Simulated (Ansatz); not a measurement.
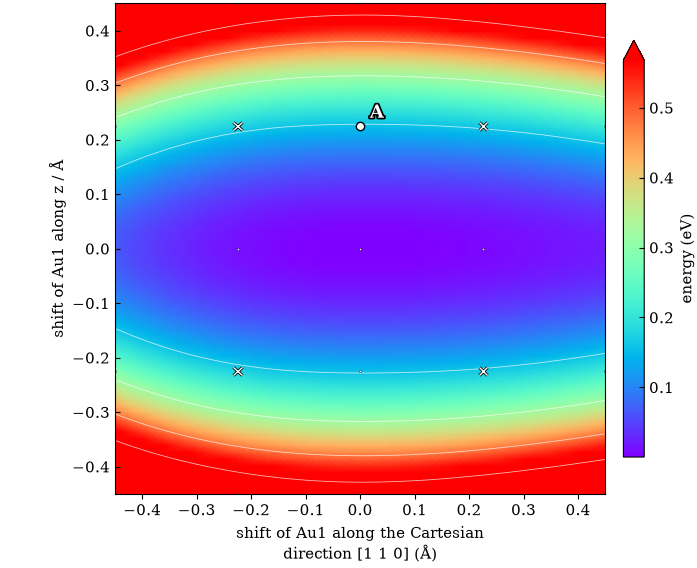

Au (P6_3/mmc, No. 194; 2 atoms in the cell). Atom Au1 is moved over a plane while all other atoms and the cell stay fixed (its periodic images move with it) (x along [1 0 0], y along [1 2 0], z along [0 0 1] of the conventional cell). The first coordinate is: shift of Au1 along the Cartesian direction [1 1 0]; the second: shift of Au1 along z. Grid: 5 × 5 points; 13 points were computed and 8 follow by symmetry. At 4 points there is no value. Points are written as (first, second). Energies are in eV per cell, from the lowest grid point. The reference cell is the one listed in the database, not relaxed at this level. Computed with DFT PBEsol, scalar-relativistic, plane waves, PAW in Ansatz 0.2.0. Settings: cutoff 420 eV, k-mesh 18×18×10 in the order of the run's cell vectors, gaussian smearing 0.15 eV, no spin polarisation.

In the figure: a smooth colour map with a few white contour lines, crosses at grid points without a value, dots at the grid points, one colour for all values above the top of the scale, the point A. Between grid points the surface is interpolated.

**Which way does the force act at A, and how strong is it?**

A, at (0.000 Å, 0.225 Å), is not a stationary point. The computed force is 1.5 eV/Å in the plane, pointing down in the picture (components 0.0 and −1.5 eV/Å).
